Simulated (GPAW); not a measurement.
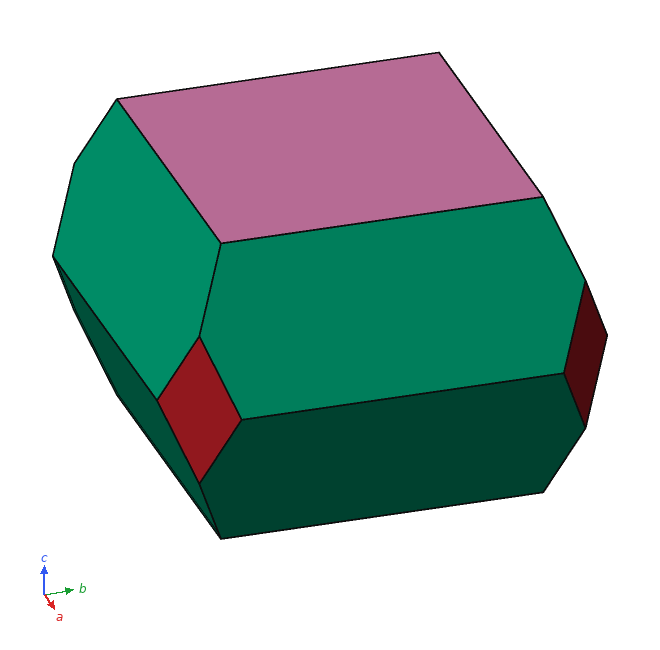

The shape was computed with the Donnay–Harker form of the Bravais–Friedel law: planes with larger spacing d grow more slowly and so show as larger faces; centring, glide planes and screw axes halve or divide d. Faces of one form share a colour. Cell of Si2Mo: space group I4/mmm (No. 139), a = 3.200 Å, b = 3.200 Å, c = 7.861 Å, α = 90.00°, β = 90.00°, γ = 90.00°. Source: an entry of the Crystallography Open Database, as set up for an electronic-structure calculation. Forms under 0.4 % of the area are left out.

Index the forms that can be seen.

Answer. teal: {101} (d = 2.96 Å, 67 % of the area); pink: {002} (d = 3.93 Å, 29 % of the area); red: {110} (d = 2.26 Å, 4 % of the area).
